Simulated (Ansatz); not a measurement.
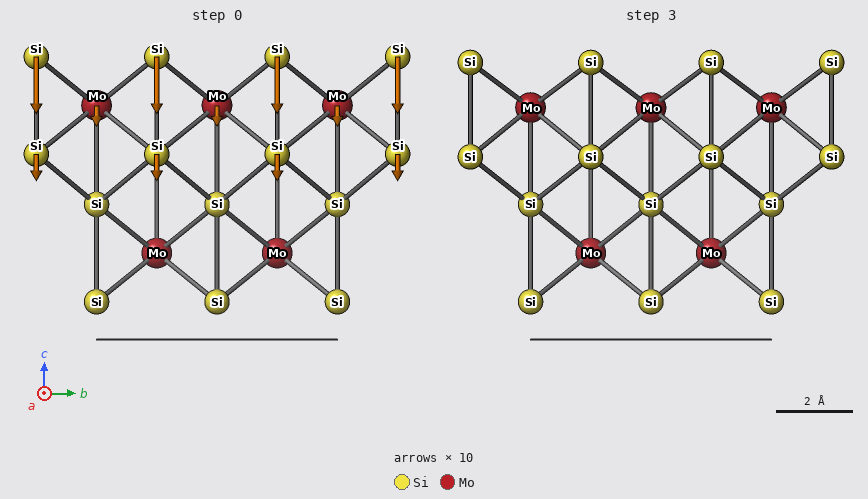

The structure of a slab of composition Si$_{2}$Mo (cut from the I4/mmm phase) before (left) and after (right) a constrained relaxation, at one scale. The orange arrows give the displacements, magnified 10 times.

The picture is a ball-and-stick view of the 2 × 2 repeat of the cell, outlined in the plane, without the vacuum, seen along the a axis.

Case: clean slab, lower half held. The slab is the (0 0 1) face of Si2Mo. 3 atoms are held fixed.

All numbers below come from Ansatz 0.2.0, DFT PBEsol, scalar-relativistic, plane waves, PAW. Set-up: plane-wave cutoff 420 eV; k-point mesh 9 × 9 × 1; occupations gaussian; smearing width 0.1 eV; no spin polarisation; dipole correction; atoms relaxed in a fixed cell; force threshold 0.03 eV/Å; at most 70 steps.

**Describe what moved and what it gained.**

Over 3 geometry steps the energy falls by 48.4 meV per cell of the calculation. The largest force component goes from 0.54 to 0.0057 eV/Å. A Si atom moves most: 0.15 Å along the normal (−c). Largest moves by element: Si 0.15 Å, Mo 0.06 Å. The lattice vectors keep their values. Near-neighbour distances that change, for instance: Si–Si 2.580 → 2.500 Å, Mo–Si 2.621 → 2.548 Å, Mo–Si 2.599 → 2.553 Å, Si–Si 2.619 → 2.583 Å. Bond angles that change, for instance: Mo–Si–Mo 120.5° → 124.2°.
